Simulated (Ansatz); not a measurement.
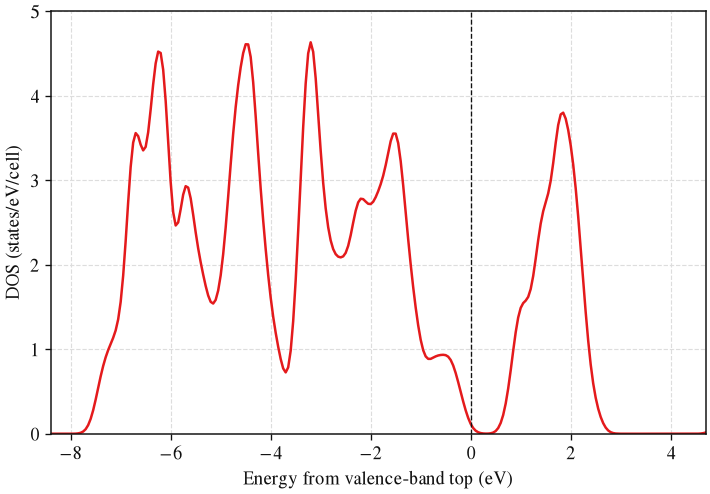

Density of states. Energies are counted from the top of the valence band. The curve is built from the levels of the k mesh with Gaussians 0.3 eV wide, which also blur the band edges.

Input of the run:

```
crystal:
  lattice:
    - [3.6908211707, 0.0, 0.0]
    - [-1.8454105853, 3.076662715, 0.0]
    - [0.0, 0.0, 5.1228306371]
  atoms:
    - { symbol: Pt, position: [0.0, 0.0, 0.0] }
    - { symbol: S, position: [0.3364210102, 0.6728420205, 0.2330205207] }
    - { symbol: S, position: [0.6635789898, 0.3271579795, 0.7669794793] }
kpoints:
  mp_grid: { grid: [12, 12, 6] }
  band_path:
    path:
      - [0.0, 0.0, 0.0]
      - [0.5, 0.0, 0.0]
      - [0.3333333333, 0.3333333333, 0.0]
      - [0.0, 0.0, 0.5]
      - [0.5, 0.0, 0.5]
      - [0.3333333333, 0.3333333333, 0.5]
      - [0.0, 0.25, 0.3333333333]
      - [0.0, 0.171875, 0.179687]
      - [0.289062, -0.28125, 0.291667]
    npoints: 1
hamiltonian:
  xc: r2scan
scf:
  occupations: { method: fixed }
  n_extra_bands: 4
output:
  forces: true
  stress: true
  eigenvalues: true
```

Command:
```bash
ansatz run input.yaml --threads 4 --pin off --max-ram 5529MiB --backend cpu --events-out ev --progress --plain --runs-dir out
```

Is there a gap at the Fermi level, and how wide?

There is a gap; over the k points computed it is 0.70 eV (indirect; the smallest direct gap is 1.08 eV).

How wide is the upper valence band?

The upper group of valence states starts about 7.6 eV under the valence-band top, with a gap beneath it; it holds about 18 electrons a cell.

Spin-orbit coupling is left out, which matters for Pt.
